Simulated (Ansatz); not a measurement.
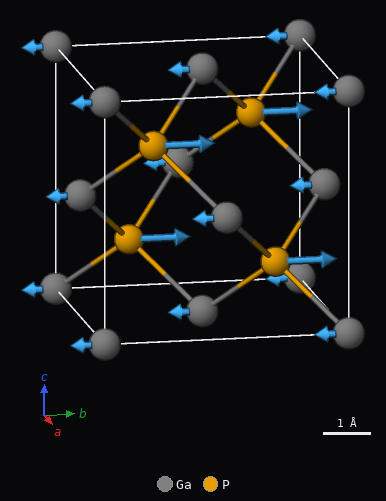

The lowest optical mode of solid GaP, space group F-43m (No. 216), at the zone centre. The blue arrows give the relative displacements of the atoms. The picture is a ball-and-stick view of the conventional cell (4 times the calculation's cell), seen slightly off an axis. Lengths and directions refer to the drawn axes.

Method: DFT LDA, scalar-relativistic, plane waves, PAW in Ansatz 0.2.0.

Input file:
```yaml
crystal:
  lattice:
    - [0.0, 2.6956501113, 2.6956501113]
    - [2.6956501113, 0.0, 2.6956501113]
    - [2.6956501113, 2.6956501113, 0.0]
  atoms:
    - { symbol: Ga, position: [0.0, 0.0, 0.0] }
    - { symbol: P, position: [0.75, 0.75, 0.75] }
basis:
  ecutwfc: 420
kpoints:
  mp_grid: { grid: [8, 8, 8] }
hamiltonian:
  xc: lda
scf:
  occupations: { method: fixed }
output:
  eigenvalues: true
phonons:
  method: dfpt
  dielectric: true
  rigid_motions: translations
  eigenvectors: true
```

Run as
```bash
ansatz run input.yaml --threads 1 --pin off --max-ram 3072MiB --backend cpu --events-out ev --progress --plain --runs-dir out
```

Frequencies are those without the non-analytic (LO–TO) term.

Is this crystal at a minimum with respect to the drawn distortion?

Yes: this softest mode has a real frequency, and so have all others here. That speaks for this wave vector alone: the rest of the zone wasn't checked in this run. This is the T₂ mode (triply degenerate; one member of the set is drawn) at 10.9 THz, the only optical level, infrared- and Raman-active by symmetry. The P sublattice moves against the Ga sublattice, along b; the kinetic energy is shared as P 69 %, Ga 31 %. Its infrared intensity is 14 (D/Å)²/amu for the set. The value is the transverse one; the longitudinal partner lies at 395 cm⁻¹.
